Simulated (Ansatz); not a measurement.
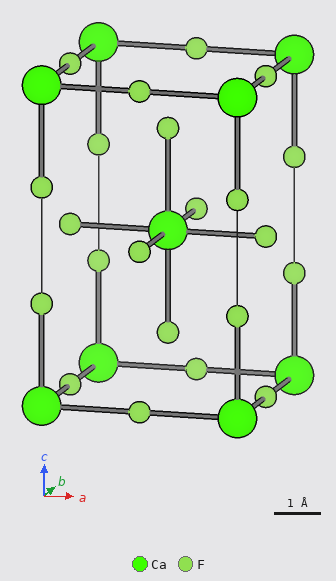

Lattice vibrations of a crystal of CaF$_{4}$ (a generated structure), space group I4/mmm (No. 139), at the zone centre. A ball-and-stick model of the conventional cell (2 times the calculation's cell), seen slightly off an axis. Lengths and directions refer to the drawn axes.

All numbers below come from DFT PBE+D3(BJ), scalar-relativistic, plane waves, PAW (Ansatz 0.2.0). (plane-wave cutoff 420 eV; k-point mesh 12 × 12 × 12; occupations gaussian; smearing width 0.2 eV; collinear spin)

The frequencies depend somewhat on the k-mesh and the smearing.

Q: Which optical modes does it have, at what frequencies, and is it stable there?

A: The calculation's cell holds 5 atoms, so there are 12 optical modes, in 8 levels. The optical modes span B₂u + E_g + 2A₂u + 3E_u + A₁g. Four levels are unstable (imaginary frequency).

| level | symmetry | frequency (cm⁻¹) | activity |
| --- | --- | --- | --- |
| 1 | B₂u | 211i | silent |
| 2 | E_g | 184i | Raman-active |
| 3 | A₂u | 86i | infrared-active |
| 4 | E_u | 52i | infrared-active |
| 5 | E_u | 104 | infrared-active |
| 6 | A₂u | 240 | infrared-active |
| 7 | A₁g | 286 | Raman-active |
| 8 | E_u | 401 | infrared-active |

The crystal is a metal, so free carriers screen the infrared response.

The displacement patterns (one member of each degenerate set), 6 of the levels:

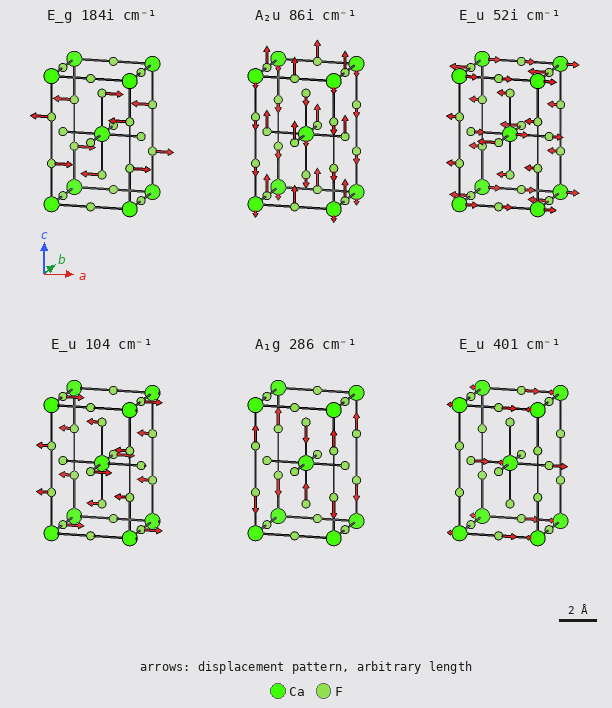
